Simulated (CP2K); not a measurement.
System: TiC, space group Fm-3m (No. 225).

The given structure:
```xyz
2
Lattice="3.0628 0.0000 0.0000 1.5314 2.6525 0.0000 1.5314 0.8842 2.5008" Properties=species:S:1:pos:R:3 pbc="T T T"
Ti    0.0000    0.0000    0.0000
C     3.0628    1.7683    1.2504
```

Method: DFT in Gaussian orbitals with a plane-wave density, no spin polarisation; energies at scaled volumes of the given cell, shape and fractions fixed, counted from the fit's minimum, third-order Birch-Murnaghan fit (CP2K 2026.2). Level: LDA.

k mesh 11×11×11; occupations Fermi–Dirac; smearing width 0.05 eV; potentials GTH PADE with UZH TZVP basis; density cutoff 6123 eV; program settings ngrids 4, basis sets Ti TZVP-MOLOPT-PBE-GTH-q12, basis sets C TZVP-MOLOPT-PBE-GTH-q4, cutoff ry 450 Ry, rel cutoff ry 60 Ry.

Describe the result: the energy against volume. The volume takes the values 9.55, 9.75, 9.95, 10.16, 10.36, 10.56, 10.77 Å³/atom.

A third-order Birch–Murnaghan fit gives V0 = 9.68 Å³/atom, B0 = 286 GPa and B′ = 4.1. The energy is 1.71 meV/atom at volume 9.55 Å³/atom and 90.40 meV/atom at 10.77 Å³/atom; the lowest computed point is at volume 9.75 Å³/atom (0.43 meV/atom).

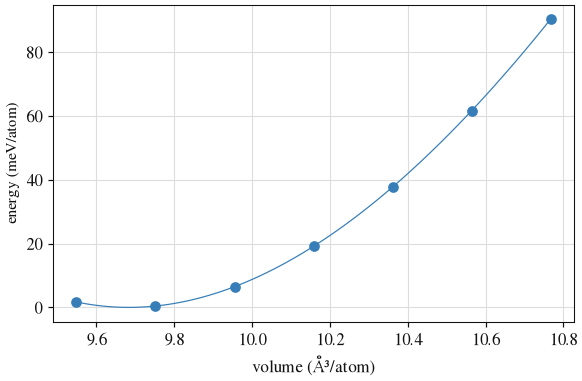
